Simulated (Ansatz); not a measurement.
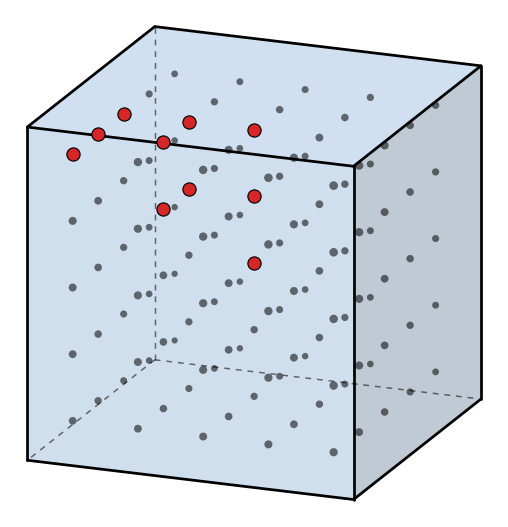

The Γ-centred 5×5×5 k-point mesh of a calculation on Ir (Ansatz, DFT, revPBE, plane waves (420 eV) with PAW, scalar-relativistic), folded into the first Brillouin zone of the 8-atom cell that was run; each point of the zone's surface is drawn once. One point of each star is marked in colour. Space group Pm-3n. The structure was generated and need not be a known form of this composition.

```xyz
8
Lattice="4.8373 0.0000 0.0000 0.0000 4.8373 0.0000 0.0000 0.0000 4.8373" Properties=species:S:1:pos:R:3 pbc="T T T"
Ir    0.0000    0.0000    0.0000
Ir    2.4187    2.4187    2.4187
Ir    1.2093    0.0000    2.4187
Ir    3.6280    0.0000    2.4187
Ir    2.4187    1.2093    0.0000
Ir    2.4187    3.6280    0.0000
Ir    0.0000    2.4187    1.2093
Ir    0.0000    2.4187    3.6280
```

To how many irreducible points do the crystal's point group and time reversal reduce the mesh (magnetic order left aside)?

Answer. 10 of 125.

List one member of each star with its weight, in the reciprocal vectors of this cell.

Answer.
```
 k₁   k₂   k₃  weight
  0    0    0       1
  0    0  1/5       6
1/5    0  1/5      12
1/5  1/5  1/5       8
  0    0  2/5       6
1/5    0  2/5      24
1/5  1/5  2/5      24
2/5    0  2/5      12
2/5  1/5  2/5      24
2/5  2/5  2/5       8
```

How fine is the mesh?

Answer. Spacing |bᵢ|/nᵢ = 0.260, 0.260, 0.260 1/Å (2π included).
